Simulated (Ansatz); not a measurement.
Single-point calculation, with input and output: AlGa$_{3}$N$_{4}$

AlGa$_{3}$N$_{4}$ (disordered cell, 16 atoms in the cell), computed with DFT PBEsol, scalar-relativistic, plane waves, PAW, no spin polarisation (Ansatz 0.2.0).

It belongs to a series of runs on one base structure; here: last frame at 2740 K on a finer mesh. Figures and captions count atoms from 1; the log counts them from 0 in places.

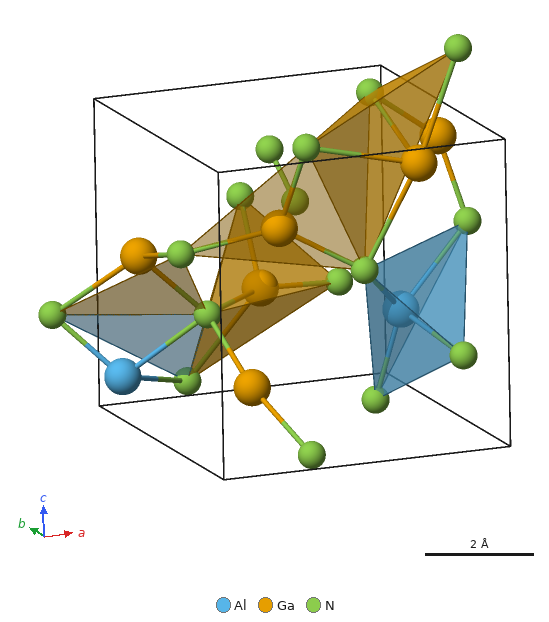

Fig. 1: The structure as given in the input (polyhedral view of the cell of the calculation, seen slightly off an axis; polyhedra are completed across the faces of the cell).

**Summary**

| quantity | value |
| --- | --- |
| outcome | converged |
| electrons treated | 124 |
| free energy | −26530.4735 eV |
| Fermi energy | 9.389 eV |
| gap on the k-point mesh | none (metallic) |
| pressure | 9.95 GPa |
| largest force (length of the vector) | 5.987 eV/Å |
| hardware | 2 threads of AMD EPYC (Zen 3), 64 GiB of memory available, shared host |
| wall time | 16 s (CPU time 30 s) |
| peak memory | 0.64 GiB |

**Input**
```yaml
crystal:
  lattice:
    - [5.844282, 0.029519, 0.007246]
    - [0.029519, 5.832817, 0.12971]
    - [0.007246, 0.12971, 5.862171]
  atoms:
    - { symbol: Al, position: [0.7880093971, 0.3764010984, 0.3791229646] }
    - { symbol: Al, position: [0.0458070066, 0.9125830622, 0.1115613902] }
    - { symbol: Ga, position: [0.326509178, 0.2752248654, 0.716612118] }
    - { symbol: Ga, position: [0.5553278221, 0.9726213189, 0.3302836834] }
    - { symbol: Ga, position: [0.0527880298, 0.7817094816, 0.5342070625] }
    - { symbol: Ga, position: [0.7399311707, 0.0970750405, 0.926710499] }
    - { symbol: Ga, position: [0.2779621666, 0.4047772287, 0.1724684106] }
    - { symbol: Ga, position: [0.9760137169, 0.4886659363, 0.8964581298] }
    - { symbol: "N", position: [0.5408729065, 0.6425346408, 0.6928838775] }
    - { symbol: "N", position: [0.261419376, 0.7178688748, 0.3375429637] }
    - { symbol: "N", position: [0.8582671584, 0.0377920172, 0.3024759274] }
    - { symbol: "N", position: [0.3617359736, 0.1262188268, 0.0112377988] }
    - { symbol: "N", position: [0.593745825, 0.2111117625, 0.5675822838] }
    - { symbol: "N", position: [0.4997842875, 0.7468930349, 0.8416980809] }
    - { symbol: "N", position: [0.0390121328, 0.408108849, 0.631582084] }
    - { symbol: "N", position: [0.7330858584, 0.4665913907, 0.0689950297] }
basis:
  ecutwfc: 420
kpoints:
  mp_grid: { grid: [3, 3, 3] }
hamiltonian:
  xc: pbesol
scf:
  occupations: { method: fermi_dirac, width: 0.2361 }
output:
  forces: true
  stress: true
  eigenvalues: true
  populations: true
  write_density: true
  write_potential: true
  elf: true
  volumetric_format: npy
```

Command:
```bash
ansatz run input.yaml --threads 2 --pin off --max-ram 5120MiB --backend cpu --events-out ev --progress --plain --runs-dir out
```

**What the program printed**
```
band count auto-derived: 82 (N_el = 124.0; filled up to band 62; 78 by the electrons, moments and atoms)
Engine: ansatz 0.2.0, x86_64-unknown-linux-gnu
Pseudopotentials: kind: paw
Pseudopotential: Al, paw, valence charge 3, recommended cutoff 420 eV (normal), Al.paw.azcp
Pseudopotential: Ga, paw, valence charge 13, recommended cutoff 420 eV (normal), Ga.paw.azcp
Pseudopotential: N, paw, valence charge 5, recommended cutoff 420 eV (normal), N.paw.azcp
Functional definition: PBEsol
  exchange = pbesol_x
  correlation = pbesol_c
Crystal: 16 atoms, lattice volume = 199.730 Å³
Basis set: ecut = 420 eV, 3901 PW (Γ), exchange–correlation on 80×80×80 points (8 copies of the dense FFT grid, shifted against one another)
Bands: 82, of which v1, the nominal top of the filled ones, is band 62 counted from 1 (61 counted from 0)
Symmetry: 1 space group operations
Space group: P1 (ITA 1), of the structure as read, at distance tolerance 5.8e-5 Å
k-points: 14 of 27 (time reversal used)
Non-local potential: Al, projectors of the file, l = 0: 2, l = 1: 2, l = 2: 1
Non-local potential: Ga, projectors of the file, l = 0: 2, l = 1: 2, l = 2: 3, l = 3: 1
Non-local potential: N, projectors of the file, l = 0: 2, l = 1: 2, l = 2: 1
PAW form: soft (Blöchl's): semilocal exchange-correlation on the pseudo side does not see the compensation charge
PAW frozen core: Al, regenerated for the run's functional, and the local potential with it (the file was generated under x = pbe(κ = 0.804, μ = 0.2195149727645171), c = pbe(β = 0.06672455060314922))
PAW frozen core: Ga, regenerated for the run's functional, and the local potential with it (the file was generated under x = pbe(κ = 0.804, μ = 0.2195149727645171), c = pbe(β = 0.06672455060314922))
PAW frozen core: N, regenerated for the run's functional, and the local potential with it (the file was generated under x = pbe(κ = 0.804, μ = 0.2195149727645171), c = pbe(β = 0.06672455060314922))
PAW one-centre angular grid: Al, 110 points (default); XC on 64 Gauss nodes
PAW one-centre angular grid: Ga, 590 points (default); XC on 64 Gauss nodes
PAW one-centre angular grid: N, 110 points (default); XC on 64 Gauss nodes
Initial density: superposition of atomic densities (neutral atoms: chi_scale 0, normalization atom), corrected by the library's trained network
Initial wavefunctions: pseudopotential atomic-orbital guess
Functional: x = pbesol(κ = 0.804, μ = 0.12345679012345678), c = pbesol(β = 0.046)
SCF iter   1: F=—  HF=-26530.551075 eV  |F-HF|=—  |Δ(HF+E_count)|=         —  Δρ=1.31e-2  dr2=3.40e-1  ethr=1.77e-3  ⟨swp⟩=6.2  Hψ=5014  notcnv=0
preconditioner: auto → Kerker (q_TF=auto, 2.520 Å⁻¹)  [metal: Δε(μ)=0.067 eV  Ē_g=15.257 eV  σ=0.236 eV  W_gap=0.07  n_scr=56 (ndim 8)  ℏωp=29.3 eV  f_vac=0.000  D(μ)=3.49/eV (n_scr^D=18)]
SCF iter   2: F=—  HF=-26530.495069 eV  |F-HF|=—  |Δ(HF+E_count)|=   5.60e-2  Δρ=6.29e-3  dr2=9.48e-2  ethr=2.74e-4  ⟨swp⟩=1.0  Hψ=1330  notcnv=0
SCF iter   3: F=—  HF=-26530.475889 eV  |F-HF|=—  |Δ(HF+E_count)|=   1.92e-2  Δρ=1.43e-3  dr2=5.06e-3  ethr=7.64e-5  ⟨swp⟩=2.4  Hψ=1675  notcnv=0
SCF iter   4: F=—  HF=-26530.474118 eV  |F-HF|=—  |Δ(HF+E_count)|=   1.77e-3  Δρ=7.25e-4  dr2=1.96e-3  ethr=4.08e-6  ⟨swp⟩=2.0  Hψ=1727  notcnv=0
SCF iter   5: F=—  HF=-26530.473573 eV  |F-HF|=—  |Δ(HF+E_count)|=   5.45e-4  Δρ=2.35e-4  dr2=2.95e-4  ethr=1.58e-6  ⟨swp⟩=2.0  Hψ=1818  notcnv=0
SCF iter   6: F=—  HF=-26530.473519 eV  |F-HF|=—  |Δ(HF+E_count)|=   5.37e-5  Δρ=8.85e-5  dr2=3.03e-5  ethr=2.38e-7  ⟨swp⟩=2.0  Hψ=1915  notcnv=0
SCF iter   7: F=—  HF=-26530.473464 eV  |F-HF|=—  |Δ(HF+E_count)|=   5.54e-5  Δρ=5.07e-5  dr2=7.53e-6  ethr=2.44e-8  ⟨swp⟩=2.0  Hψ=2001  notcnv=0
SCF iter   8: F=—  HF=-26530.473460 eV  |F-HF|=—  |Δ(HF+E_count)|=   3.59e-6  Δρ=1.88e-5  dr2=1.43e-6  ethr=6.07e-9  ⟨swp⟩=2.0  Hψ=2001  notcnv=0
SCF iter   9: F=—  HF=-26530.473460 eV  |F-HF|=—  |Δ(HF+E_count)|=   1.53e-7  Δρ=5.30e-6  dr2=1.36e-7  ethr=1.15e-9  ⟨swp⟩=3.0  Hψ=2090  notcnv=0
SCF iter  10: F=-26530.473460 eV  HF=-26530.473460 eV  |F-HF|=4.83e-8  |Δ(HF+E_count)|=   3.85e-9  Δρ=3.26e-6  dr2=2.09e-8  ethr=8.06e-11  ⟨swp⟩=9.4  Hψ=7203  notcnv=0
SCF 1 converged in 10 iterations: F = -26530.473460 eV  dr2 = 2.09e-8
  greatest PAW one-centre occupation: 0.996 electrons in one spin orbital (limit 2), on the Ga atom at site 5 (counted from 0), in its partial waves of l = 2
```

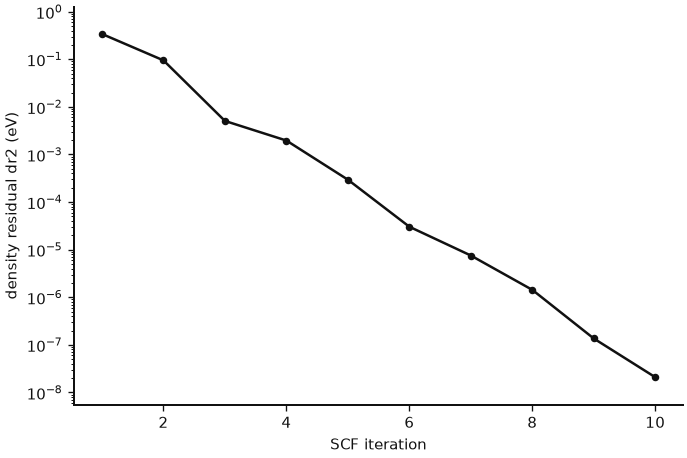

Fig. 2: Convergence of the self-consistent field: density residual dr2 against the SCF iteration. The residual falls at every step.

```
SCF converged after 10 iterations
Free energy (F): -26530.473460 eV
Harris-Foulkes:  -26530.473460 eV  (|F-HF|=4.83e-8)
Internal energy: -26529.802464 eV  (E = F + TS)
E sigma→0 (E₀):  -26530.137962 eV
Entropy (-TS):   -0.670996 eV (-41.937 meV/atom)
Fermi energy:    9.388931 eV
--- Per-component energies (eV) ---
  E_band       = -234.928167
  E_kinetic    = 1782.254339
  E_local      = -14002.136445  (includes V_loc(G=0)·N_el)
  E_nonlocal   = 2956.220021
  E_hartree    = 6334.367371
  E_xc         = -963.996736
  E_vxc        = -1011.791587  (∫ρ·V_xc dr)
  E_paw        = -13586.460173  (= ΣΔE_a)
  E_vpaw       = -2628.210361  (= ΣTr[D̂ρ^β])
  E_aug_tail   = 0.000040  (compensation charges beyond the density's cutoff)
  E_ewald      = -9055.491816
  E_core_change = 5.440936  (= ΣΔE_core)
  E_smearing   = -0.670996  (= −TS)
  E_closure    = -0.000000  (closes the sum)
  Σ components = -26530.473460   (vs F -26530.473460, Δ=0.00e0)
--- Forces (eV/Å), atoms counted from 1 ---
  atom   1  Al     1.35450189    -1.34259817     0.22873794
  atom   2  Al     4.79527767    -1.60281074    -1.86803407
  atom   3  Ga    -0.26176345    -0.42887925    -1.04878232
  atom   4  Ga    -3.06492551    -0.99481192     0.96496196
  atom   5  Ga    -2.36905502     1.01923902     3.90213618
  atom   6  Ga    -2.03610309     1.19514311    -2.03175504
  atom   7  Ga     1.06282737     1.41256433     0.38849830
  atom   8  Ga     0.04948400     3.01939674     3.73277708
  atom   9  N      0.53301676    -0.48440861    -2.30327559
  atom  10  N      3.26401833     0.85411466    -3.89092840
  atom  11  N      1.22551499    -0.12777902     0.76373420
  atom  12  N     -0.34647563    -0.33219584     1.79754911
  atom  13  N     -1.87307706    -0.69787882     0.07228829
  atom  14  N     -0.53419481     0.88261989     1.70989699
  atom  15  N      0.41285747    -1.47605877    -5.78798498
  atom  16  N     -2.21195031    -0.89566429     3.37017227
  max |Σ_I F_I| component: 4.64e-5 eV/Å
--- Stress (GPa, compression-positive) ---
        9.928646      -4.934031     -11.526401
       -4.934045       3.447222       2.969498
      -11.526378       2.969494      16.482480
  P = ⅓ Tr σ = 9.9528 GPa (99.528 kbar)
--- Band table (eV; the first three rows and the last of 14) ---
  k-point 0: bands = ["-14.5306", "-8.3199", "-7.6919", "-7.3052", "-7.0515", "-6.9853", "-6.7433", "-6.2458", "-6.2049", "-6.1844", "-6.1540", "-6.1130", "-6.0922", "-6.0650", "-6.0418", "-5.9951", "-5.9754", "-5.9483", "-5.8997", "-5.8842", "-5.8413", "-5.8099", "-5.7797", "-5.7628", "-5.7401", "-5.7227", "-5.6359", "-5.6222", "-5.6091", "-5.5643", "-5.5583", "-5.5320", "-4.7870", "-4.6488", "-4.2965", "-4.0729", "-3.9880", "-0.6733", "0.6782", "1.0257", "1.4184", "1.7297", "2.1011", "2.5048", "2.6224", "2.6788", "3.2344", "3.4643", "4.2351", "4.4874", "4.6702", "4.9514", "5.4138", "5.6870", "5.9347", "6.1842", "6.6042", "6.7792", "6.9770", "7.4671", "8.7853", "9.2204", "9.7233", "10.1833", "11.1710", "11.2291", "11.5351", "12.0712", "12.4383", "12.9423", "13.3562", "13.5072", "13.6701", "13.9229", "14.3989", "14.5783", "15.0750", "15.1861", "16.0150", "16.3579", "16.4661", "16.9955"]
  k-point 1: bands = ["-14.5299", "-8.2156", "-7.7538", "-7.2958", "-7.0730", "-7.0081", "-6.7445", "-6.2490", "-6.2175", "-6.1837", "-6.1425", "-6.1170", "-6.0901", "-6.0497", "-6.0302", "-6.0050", "-5.9719", "-5.9236", "-5.8923", "-5.8795", "-5.8447", "-5.8034", "-5.7911", "-5.7622", "-5.7401", "-5.7149", "-5.6526", "-5.6213", "-5.6081", "-5.5627", "-5.5366", "-5.5058", "-5.0938", "-4.6528", "-4.1498", "-4.0552", "-3.9817", "-0.7137", "0.6023", "0.9457", "1.4000", "1.6968", "1.9083", "2.3039", "2.6969", "3.3141", "3.4595", "3.5953", "3.9349", "4.4357", "4.8541", "4.9871", "5.3529", "5.7384", "6.1069", "6.3358", "6.6058", "6.8641", "7.4135", "7.6097", "8.4766", "8.8708", "9.6557", "10.1334", "10.8056", "11.2059", "11.4948", "11.8080", "12.3146", "12.7112", "13.0266", "13.4382", "13.8282", "14.0248", "14.4083", "14.5046", "15.0102", "15.4521", "15.7279", "16.2487", "16.5241", "16.9550"]
  k-point 2: bands = ["-14.5291", "-8.2597", "-7.7334", "-7.2887", "-7.0660", "-7.0050", "-6.7456", "-6.2456", "-6.2055", "-6.1821", "-6.1544", "-6.1133", "-6.0943", "-6.0574", "-6.0409", "-5.9950", "-5.9761", "-5.9545", "-5.9000", "-5.8791", "-5.8340", "-5.8116", "-5.7964", "-5.7580", "-5.7518", "-5.7215", "-5.6392", "-5.6183", "-5.6097", "-5.5637", "-5.5453", "-5.5325", "-4.8886", "-4.6123", "-4.3058", "-4.1782", "-3.8184", "-0.6966", "0.5910", "1.0961", "1.3298", "1.5704", "2.2302", "2.3612", "2.7469", "2.8489", "3.0102", "3.5688", "3.8520", "4.3551", "4.8673", "5.3034", "5.4758", "5.6423", "6.1862", "6.3803", "6.7769", "6.9151", "7.3416", "7.6585", "8.5232", "9.3999", "9.7761", "10.3553", "10.6786", "10.8036", "11.0213", "11.7994", "12.3554", "12.6657", "13.0792", "13.4229", "13.8151", "14.2098", "14.4369", "14.7311", "15.0640", "15.3997", "15.7360", "15.9884", "16.5060", "17.0013"]
  k-point 13: bands = ["-14.5276", "-8.1205", "-7.6688", "-7.3300", "-7.1175", "-7.0756", "-6.7501", "-6.2470", "-6.2188", "-6.1803", "-6.1457", "-6.1200", "-6.0925", "-6.0490", "-6.0320", "-6.0015", "-5.9663", "-5.9191", "-5.8843", "-5.8692", "-5.8505", "-5.8168", "-5.7884", "-5.7609", "-5.7441", "-5.7003", "-5.6406", "-5.6204", "-5.5971", "-5.5760", "-5.5341", "-5.4658", "-5.1952", "-4.6335", "-4.3921", "-4.1338", "-3.8818", "-0.7384", "0.4937", "0.9326", "1.1976", "1.6254", "1.9493", "2.5261", "2.8263", "3.1615", "3.4645", "3.8997", "4.2501", "4.8725", "4.9641", "5.2048", "5.6814", "5.8489", "6.1144", "6.3897", "6.5617", "6.9779", "7.1209", "7.6476", "8.3480", "9.0554", "9.7343", "10.1779", "10.5929", "10.7454", "10.9741", "11.2991", "11.8929", "12.1667", "12.5933", "13.2801", "13.6340", "14.0059", "14.3418", "14.7429", "15.0703", "15.4828", "15.7047", "15.9202", "16.4561", "16.9794"]
--- Löwdin populations: 16 sites ---
  site symbol       q [e]
     0     Al      1.9967
     1     Al      2.1419
     2     Ga     12.2983
     3     Ga     12.3343
     4     Ga     12.5904
     5     Ga     12.6282
     6     Ga     12.5543
     7     Ga     12.6425
     8      N      4.9805
     9      N      5.6713
    10      N      5.8085
    11      N      5.6666
    12      N      5.7463
    13      N      4.9192
    14      N      5.7246
    15      N      5.7505
  spilling = 0.004401 (of n_electrons = 124.000000)
```

**File populations.tsv**
```
# site	symbol	l	j	q
# orbitals = lowdin
# n_electrons = 124.000000
# spilling = 0.004401
0	Al	0_3S	-	0.616345
0	Al	1_3P	-	1.380397
1	Al	0_3S	-	0.630890
1	Al	1_3P	-	1.511041
2	Ga	0_4S	-	0.864036
2	Ga	1_4P	-	1.465076
2	Ga	2_3D	-	9.969210
3	Ga	0_4S	-	0.923319
3	Ga	1_4P	-	1.432366
3	Ga	2_3D	-	9.978639
4	Ga	0_4S	-	1.086510
4	Ga	1_4P	-	1.531523
4	Ga	2_3D	-	9.972325
5	Ga	0_4S	-	1.183997
5	Ga	1_4P	-	1.459989
5	Ga	2_3D	-	9.984212
6	Ga	0_4S	-	1.098105
6	Ga	1_4P	-	1.474569
6	Ga	2_3D	-	9.981610
7	Ga	0_4S	-	0.887250
7	Ga	1_4P	-	1.809044
7	Ga	2_3D	-	9.946202
8	N	0_2S	-	1.470167
8	N	1_2P	-	3.510328
9	N	0_2S	-	1.516475
9	N	1_2P	-	4.154871
10	N	0_2S	-	1.497181
10	N	1_2P	-	4.311344
11	N	0_2S	-	1.552704
11	N	1_2P	-	4.113913
12	N	0_2S	-	1.477949
12	N	1_2P	-	4.268322
13	N	0_2S	-	1.498293
13	N	1_2P	-	3.420927
14	N	0_2S	-	1.464894
14	N	1_2P	-	4.259742
15	N	0_2S	-	1.524343
15	N	1_2P	-	4.226108
```

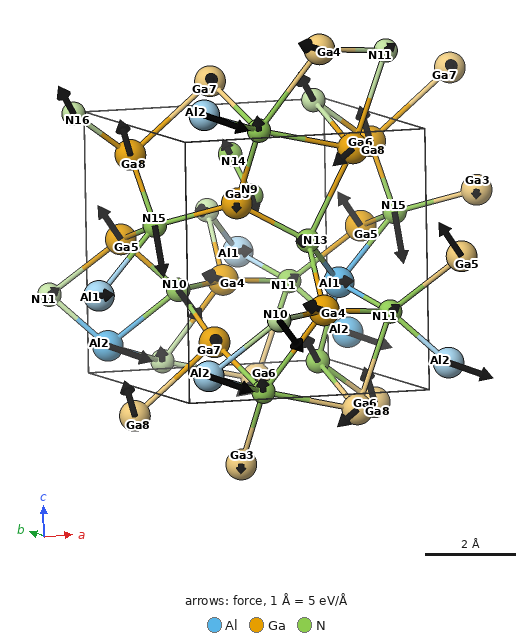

Fig. 3: Forces on the atoms as black arrows (ball-and-stick view of the cell of the calculation, seen slightly off an axis; neighbours outside the cell are drawn fainter; atoms are numbered from 1 in the order of the input). The largest act on N15 (5.99 eV/Å); Al2 (5.39 eV/Å); N10 (5.15 eV/Å); Ga8 (4.80 eV/Å), among others. The geometry is not a stationary point of this energy.

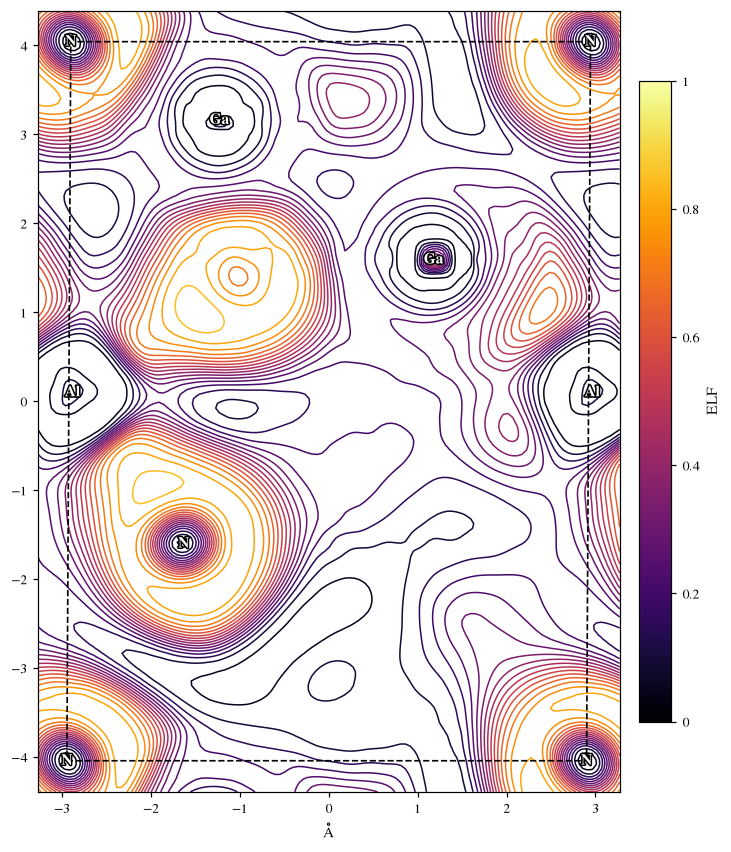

Fig. 4: ELF on the (011) plane of the calculation cell. Atoms in the plane: Al, Ga and N. In a PAW calculation such maps are meaningful between the atoms, not at the nuclei.
